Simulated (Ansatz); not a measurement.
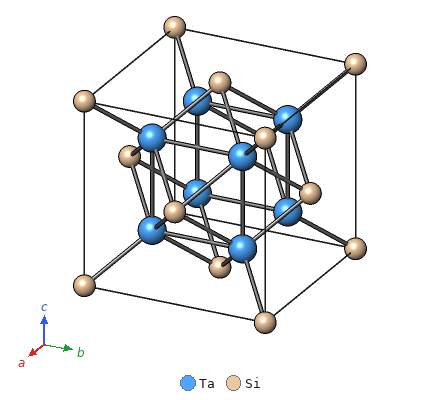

Ta₂Si (Fm-3m, No. 225): the geometry relaxed with DFT PBEsol, scalar-relativistic, plane waves, PAW (Ansatz 0.2.0); the starting structure was generated, so it need not be a known form of this composition.

```cif
data_structure
_symmetry_space_group_name_H-M 'Fm-3m'
_symmetry_Int_Tables_number 225
_cell_length_a 5.9891
_cell_length_b 5.9891
_cell_length_c 5.9891
_cell_angle_alpha 90.000
_cell_angle_beta 90.000
_cell_angle_gamma 90.000
_cell_volume 214.82
loop_
_atom_site_label
_atom_site_type_symbol
_atom_site_symmetry_multiplicity
_atom_site_Wyckoff_symbol
_atom_site_fract_x
_atom_site_fract_y
_atom_site_fract_z
_atom_site_occupancy
Ta1 Ta 8 c 0.25000 0.75000 0.75000 1
Si1 Si 4 a 0.00000 0.00000 0.00000 1
```

**What will a HAADF-like image along [211] show? Simulation: incoherent imaging, intensity Z^1.6 per atom, probe width 0.59 Å, thin sample. The probe carries 25 % of its weight in a tail 2.5 times as wide. Shot noise was added.**

The columns repeat on a rectangular net of 2.12 × 3.46 Å (plane group p2mm). The brightest columns hold 1 Ta per repeat. The Si columns make no clear peak of their own: they are too faint or too near a brighter column. The shortest distance between visible columns is 1.73 Å in projection (between Ta columns). Along the beam the structure repeats every 7.34 Å.

```tsv
column	atoms along the beam per repeat	peak brightness
Ta	1 Ta	100 %
Si	1 Si	10 %
```

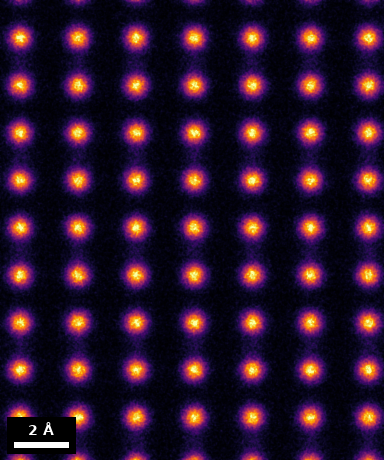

The simulated image.
